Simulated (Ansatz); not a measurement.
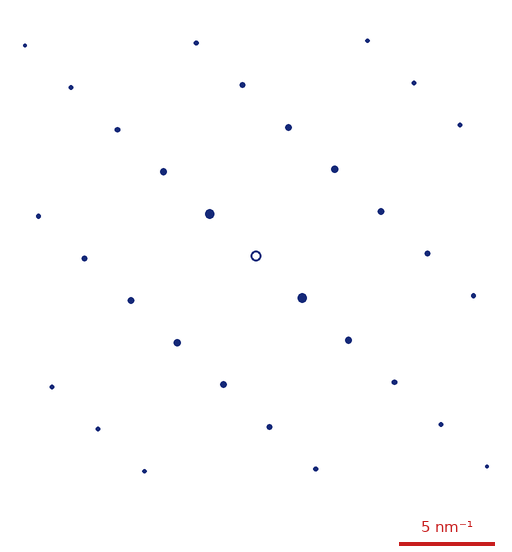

Computed electron diffraction pattern, 200 kV, single scattering only, B = 0.3 Å².

**Describe the geometry of this pattern.**

The spots form a rectangular net whose two shortest vectors correspond to d = 3.03 Å and 1.62 Å, 90.0° apart.

**What is the point symmetry of the pattern, intensities included?**

2mm. A zero-layer kinematic pattern is always centrosymmetric (Friedel's law).

**What was simulated?**

This cannot be fixed from one zone alone; the pattern is [210] of Sn, space group P6/mmm (No. 191), a = 3.238 Å, c = 3.033 Å (hexagonal axes). The net vectors are 0 0 1 and 1 -2 0. Structure: the end point of a relaxation with DFT r2SCAN, scalar-relativistic, plane waves, PAW (Ansatz); the starting structure was generated, so it need not be a known form of this composition.
